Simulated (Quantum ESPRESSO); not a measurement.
**Energy of Se along an even scaling of the cell**

System: Se (3 atoms in the cell).
Method: Kohn-Sham DFT of a periodic cell, PBEsol, PseudoDojo 0.4.1 SR PBEsol standard, no spin polarisation (Quantum ESPRESSO 7.5).

The 7 runs differ only in the geometry, by an even scaling of the cell at fixed fractional positions. The structure derives from an entry of the Crystallography Open Database.

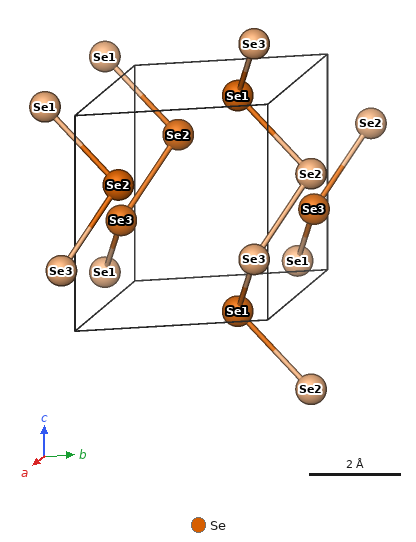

Figure 1. The structure of run 4 (ball-and-stick view of the cell of the calculation, seen slightly off an axis; neighbours outside the cell are drawn fainter; atoms are numbered from 1 in the order of the input).

### Input of run 4
```
&CONTROL
  calculation = 'scf'
  prefix = 'pwscf'
  outdir = './tmp'
  pseudo_dir = './pseudo'
  tprnfor = .true.
  tstress = .true.
  disk_io = 'nowf'
/
&SYSTEM
  ibrav = 0
  nat = 3
  ntyp = 1
  ecutwfc = 86
  nbnd = 33
  occupations = 'smearing'
  smearing = 'fd'
  degauss = 0.00367493
/
&ELECTRONS
  conv_thr = 6d-10
  electron_maxstep = 120
  mixing_beta = 0.5
/
ATOMIC_SPECIES
Se    78.9710 Se.upf
CELL_PARAMETERS angstrom
   4.3662000000    0.0000000000    0.0000000000
  -2.1831000000    3.7812401180    0.0000000000
   0.0000000000    0.0000000000    4.9536000000
ATOMIC_POSITIONS crystal
Se     0.7746000000    0.7746000000    0.0000000000
Se     0.0000000000    0.2254000000    0.6666666667
Se     0.2254000000    0.0000000000    0.3333333333
K_POINTS automatic
6 6 5 0 0 0
```

Command:
```bash
OMP_NUM_THREADS=1 pw.x -in pw.in > pw.out
```

Lattice vectors (Å) and fractional positions of run 4:
```
   4.366200    0.000000    0.000000
  -2.183100    3.781240    0.000000
   0.000000    0.000000    4.953600
Se  0.774600  0.774600  0.000000
Se -0.000000  0.225400  0.666667
Se  0.225400  0.000000  0.333333
```

Run 5 differs from it as follows:
```diff
-   4.3662000000    0.0000000000    0.0000000000
-  -2.1831000000    3.7812401180    0.0000000000
-   0.0000000000    0.0000000000    4.9536000000
+   4.3951160745    0.0000000000    0.0000000000
+  -2.1975580372    3.8062821731    0.0000000000
+   0.0000000000    0.0000000000    4.9864062541
```

### Results, with one run withheld

```tsv
run	volume per atom (Å³)	free energy per atom, from the lowest run given (meV)	pressure (GPa)	gap on the mesh (eV)
1	25.625	21.55	4.23	1.18
2	26.170	9.70	2.74	1.20
3	26.716	2.69	1.39	1.21
4	27.261	0.00	0.19	1.22
5	27.806	?	?	?
6	28.351	5.89	−1.86	1.24
7	28.896	13.70	−2.73	1.25
```

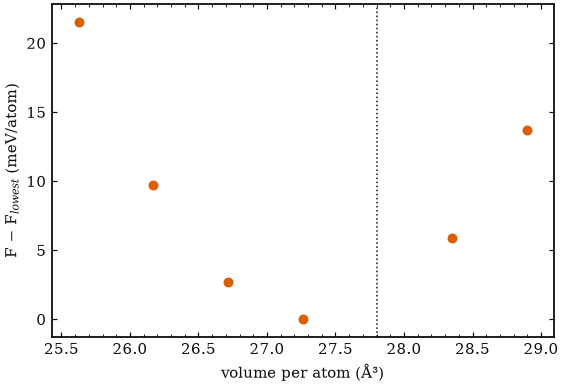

Figure 2. Free energy per atom of the runs given; the dotted line marks run 5.

What should run 5 give?

A cubic polynomial in V^(−2/3) (the Birch–Murnaghan form), fitted to the 6 runs given, misses them by at most 0.01 meV per atom. With x = V^(−2/3) − 0.11076 Å⁻², it reads F = 0.28157 + 1094.4 x + 8.9219e+05 x² + 1.8014e+06 x³ (meV per atom). At run 5 it gives 1.21 meV per atom, and the run itself gives 1.20. The slope of the fit gives a pressure −dF/dV of −0.88 GPa there, and the run prints −0.89 GPa. The fit has its minimum at 27.356 Å³ per atom, where V d²F/dV² gives 56.1 GPa. Cell shape and fractional positions are held, so this is the stiffness under even scaling; the relaxed bulk modulus wasn't computed and can be far lower in a crystal of layers, chains or molecules like this one. The gap on the mesh goes, without turning, from 1.18 eV in run 1 to 1.25 eV in run 7; run 5 has 1.23 eV. These are gaps of this functional on this mesh, which can miss the band edges; they aren't the measured gap.

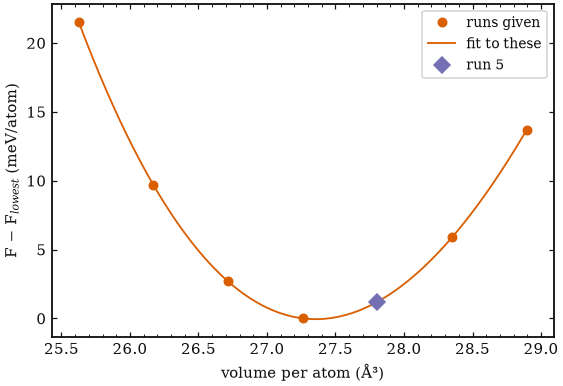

Figure 3. The fit and the withheld run.

### Some lines of the output (run 5)
```
[...]
     unit-cell volume          =     562.9316 (a.u.)^3
     number of k points=    27  Fermi-Dirac smearing, width (Ry)=  0.0037
     total energy              =    -726.64872936 Ry
     total energy              =    -726.64952211 Ry
     total energy              =    -726.64977205 Ry
     total energy              =    -726.64980390 Ry
     total energy              =    -726.64980624 Ry
     total energy              =    -726.64980637 Ry
     the Fermi energy is     7.5378 ev
!    total energy              =    -726.64980637 Ry
     The total energy is F=E-TS. E is the sum of the following terms:
     Computing stress (Cartesian axis) and pressure
          total   stress  (Ry/bohr**3)                   (kbar)     P=       -8.93
```
